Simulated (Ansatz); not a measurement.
The calculation's input:

```
crystal:
  lattice:
    - [5.87, 0.0, 0.0]
    - [0.0, 5.87, 0.0]
    - [0.0, 0.0, 5.87]
  atoms:
    - { symbol: Cs, position: [0.0, 0.0, 0.0] }
    - { symbol: Pb, position: [0.5, 0.5, 0.5] }
    - { symbol: Br, position: [0.0, 0.5, 0.5] }
    - { symbol: Br, position: [0.5, 0.0, 0.5] }
    - { symbol: Br, position: [0.5, 0.5, 0.0] }
scf:
  occupations: { method: fixed }
output:
  forces: false
  stress: false
  eigenvalues: true
  eigenstates:
    kpoints:
      - [0.5, 0.5, 0.5]
      - [0.47, 0.5, 0.5]
      - [0.44, 0.5, 0.5]
      - [0.47, 0.47, 0.5]
      - [0.44, 0.44, 0.5]
      - [0.47, 0.47, 0.47]
      - [0.44, 0.44, 0.44]
    e_range: [-2.5, 4]
  write_density: true
  write_potential: true
  elf: true
  volumetric_format: npy
kpoints:
  mp_grid: { grid: [6, 6, 6] }
hamiltonian:
  xc: lda
```

Launched as:

```sh
ansatz run input.yaml --threads 4 --pin off --max-ram 16384MiB --backend cpu --events-out ev --progress --plain --runs-dir out
```

Below, planes, directions and counts refer to the conventional cell (a = 5.87 Å, b = 5.87 Å, c = 5.87 Å, α = 90.00°, β = 90.00°, γ = 90.00°).

Space group Pm-3m.

All numbers below come from DFT LDA, scalar-relativistic, plane waves, PAW (Ansatz 0.2.0).

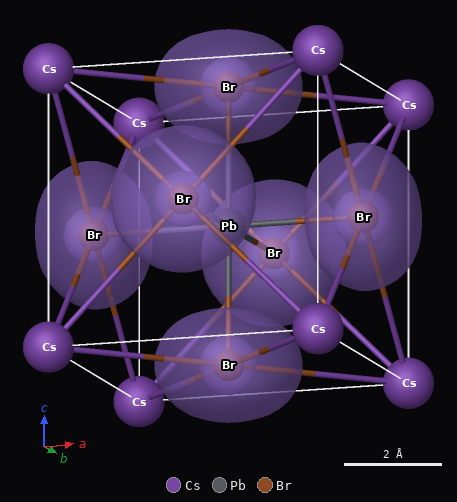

CsPbBr3. Isosurface of the ELF at 0.65 (purple), seen at an oblique angle. Core shells and regions of very low density are left out. Sticks mark near contacts.

**Where are the electrons localised?**

The surface consists of three regions wrapped around Br (the valence shell of each), counted in one cell of 5 atoms. Regions shared between cells count once. Profiles from the grid: Pb–Br (2.94 Å): the ELF is about 0.25 at the midpoint. Cs–Br (4.15 Å): the ELF is about 0 at the midpoint (a largely ionic contact).

**Metal or insulator at this level of theory?**

It is gapped, with a Kohn–Sham gap of 1.4 eV on the k-point mesh (the band edges may lie off the mesh, which would make the gap smaller).
